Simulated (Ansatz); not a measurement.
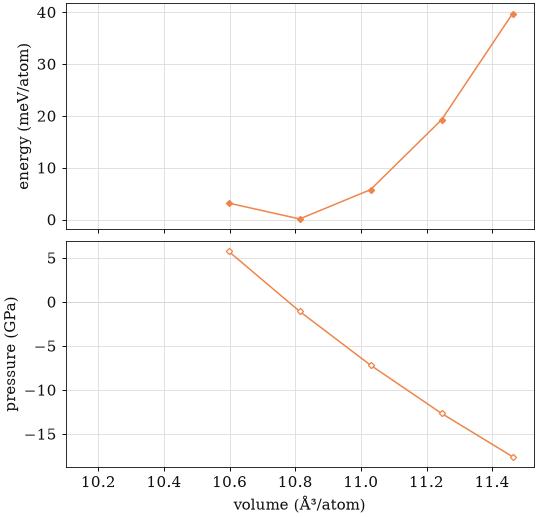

The picture above shows the energy and pressure against volume for TaN, space group Fm-3m (No. 225).

The given structure:
```xyz
2
Lattice="0.0000 2.2113 2.2113 2.2113 0.0000 2.2113 2.2113 2.2113 0.0000" Properties=species:S:1:pos:R:3 pbc="T T T"
Ta    2.2113    2.2113    2.2113
N     0.0000    0.0000    0.0000
```

Computed with Ansatz 0.2.0: plane-wave DFT, no spin polarisation; energies at scaled volumes of the given cell, shape and fractions fixed, counted from the fit's minimum, third-order Birch-Murnaghan fit. Level: PBE.

- k mesh: 10×10×10
- occupations: Fermi–Dirac
- smearing width: 0.05 eV
- potentials: Ansatz NC
- wave cutoff: 1240 eV
- density cutoff: 4960 eV

The points at volume 10.16 Å³/atom and 10.38 Å³/atom are left out of the plot. What values does the calculation give there?

```json
{"volume (Å³/atom)": "10.16", "energy (meV/atom)": "39.55", "pressure (GPa)": "21.79"}
{"volume (Å³/atom)": "10.38", "energy (meV/atom)": "15.95", "pressure (GPa)": "13.33"}
```
